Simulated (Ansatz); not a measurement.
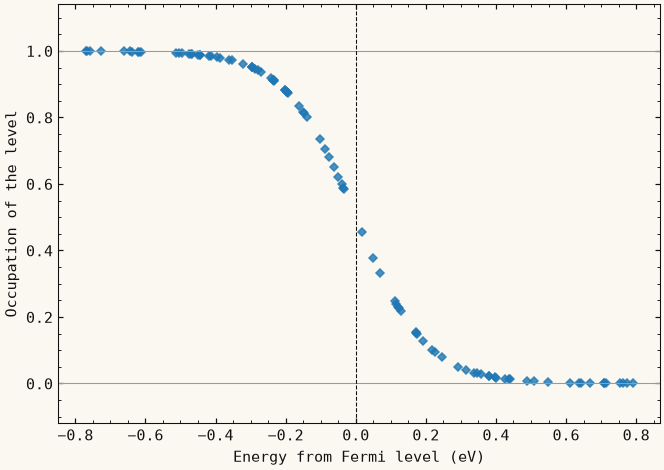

Occupations of the one-electron levels of the k mesh against their energy, from a run on ZrH, space group I-4m2, 2 atoms in the cell, with Ansatz.

Question: Which smearing scheme was used (Fermi-Dirac, Gaussian, Methfessel-Paxton or cold), and about what width?

Answer: Fermi-Dirac smearing with a width of 0.1 eV. The occupations stay between 0 and 1 and have long exponential tails; the slope at the Fermi level is 1/(4 × width).
